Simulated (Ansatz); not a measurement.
```
CELL_PARAMETERS angstrom
2.47000 0.00000 0.00000
-1.23500 2.13908 0.00000
0.00000 0.00000 6.79000
ATOMIC_POSITIONS crystal
C 0.00000 0.00000 0.00000
C 0.00000 0.00000 0.50000
C 0.33333 0.66667 0.00500
C 0.66667 0.33333 0.50500
```

Space group P6₃mc; not relaxed (largest force 0.6 eV/Å).

Computed with DFT PBE+D3(BJ), scalar-relativistic, plane waves, PAW in Ansatz.

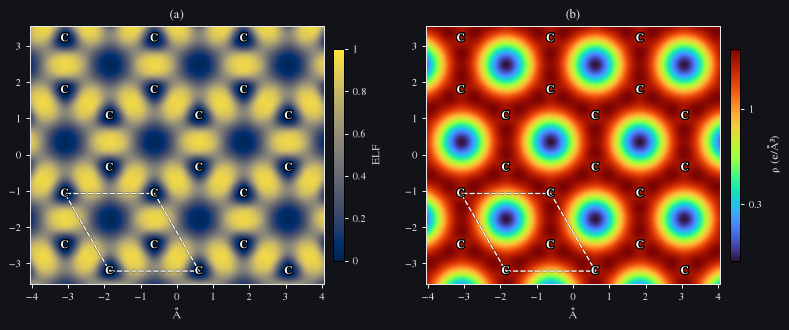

C. (a) electron localisation function; (b) valence charge density (pseudo) on the (001) plane of the conventional cell.

Core electrons are frozen (PAW), and the valence fields are smoothed inside the atomic spheres.

Question: Interpret the plot.

Answer: Atoms in the plane: C. C–C (1.43 Å): ρ is about 2 e/Å³ halfway; the ELF peaks at about 0.95 between the atoms. Between the atoms the lowest density in this plane is 0.15 e/Å³.
